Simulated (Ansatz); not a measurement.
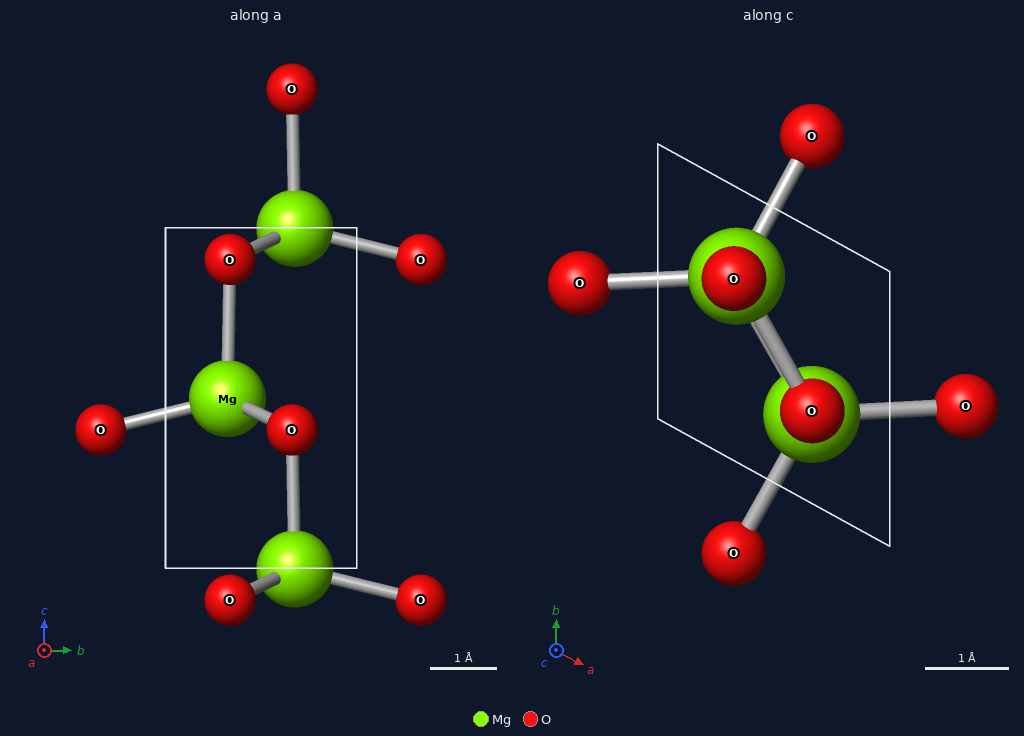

This ball-and-stick model is shown along the a axis and along the c axis. Thin lines show the simulation cell, with boundary atoms drawn in all their periodic places. Some atoms of the next cells are drawn as well.

This input was run:
```yaml
crystal:
  lattice:
    - [3.2055432907, 0.0, 0.1151771429]
    - [-1.6027716454, 2.9097454447, -0.0575885714]
    - [0.1735039397, 0.0, 5.1942555104]
  atoms:
    - { symbol: Mg, position: [0.3404437583, 0.6763350241, -0.0017788986] }
    - { symbol: Mg, position: [0.6641087442, 0.3236649759, 0.4982211014] }
    - { symbol: O, position: [0.328925122, 0.6624027565, 0.4063788986] }
    - { symbol: O, position: [0.6665223755, 0.3375972435, 0.9063788986] }
basis:
  ecutwfc: 420
kpoints:
  mp_grid: { grid: [9, 9, 6] }
hamiltonian:
  xc: pbe
scf:
  occupations: { method: gaussian, width: 0.02 }
output:
  forces: true
  stress: true
  eigenvalues: true
```
Run as:
```sh
ansatz run input.yaml --threads 1 --pin off --max-ram 1331MiB --backend cpu --events-out ev --progress --plain --runs-dir out
```

Results below were computed with DFT PBE, scalar-relativistic, plane waves, PAW (Ansatz); the settings were a cutoff energy of 420 eV, k-point mesh 9×9×6, Gaussian smearing of 0.02 eV, no spin polarisation.

Predict the gap.

An insulator at this level, with a gap of 3.28 eV on the k-mesh (the true edges may lie between mesh points, so the gap can be somewhat smaller).

How far is the cell from zero pressure?

The computed pressure is 1.8 GPa (compressed: it would expand). The stress isn't hydrostatic: its largest component is 9.0 GPa.

The initial geometry was a structure listed in the Materials Project. The cell was then strained or its atoms displaced on purpose. An electronic-structure calculation with Ansatz was run on it.
